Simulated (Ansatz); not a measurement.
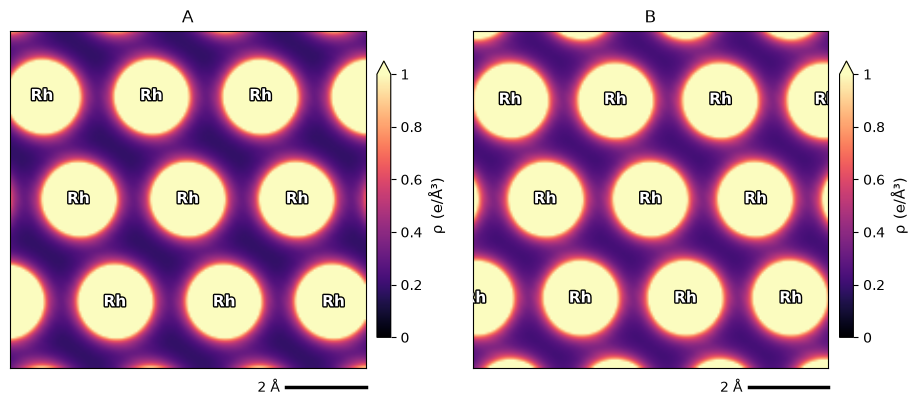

Rh. The valence pseudo-density of two cells that differ in size, on the (100) plane of each (indices in the axes of the calculation cell), at one length scale and on one colour scale: A has 16.0 Å³ an atom and B 14.3.

All numbers below come from DFT, r2SCAN, plane waves (500 eV) with PAW, scalar-relativistic in Ansatz 0.2.0.

The density is the valence pseudo-density of a PAW calculation; it isn't the true density close to the nuclei.

The larger cell:

```
Rh
1.0
    -1.58808    1.58808    1.58808
     1.58808   -1.58808    1.58808
     1.58808    1.58808   -1.58808
Rh
1
Direct
  0.00000 0.00000 0.00000
```

The smaller cell: a = 2.649 Å, b = 2.649 Å, c = 2.649 Å, α = 109.47°, β = 109.47°, γ = 109.47°.

Question: What does the compression do to the bonding and the properties?

Answer: From the larger cell to the smaller, Rh–Rh goes from 2.75 to 2.65 Å, and the density at its midpoint from 0.31 to 0.37 e/Å³; the pressure goes from −17 to −0.4 GPa; the largest moment (Rh) goes from 1.4 to 0.9 μB.
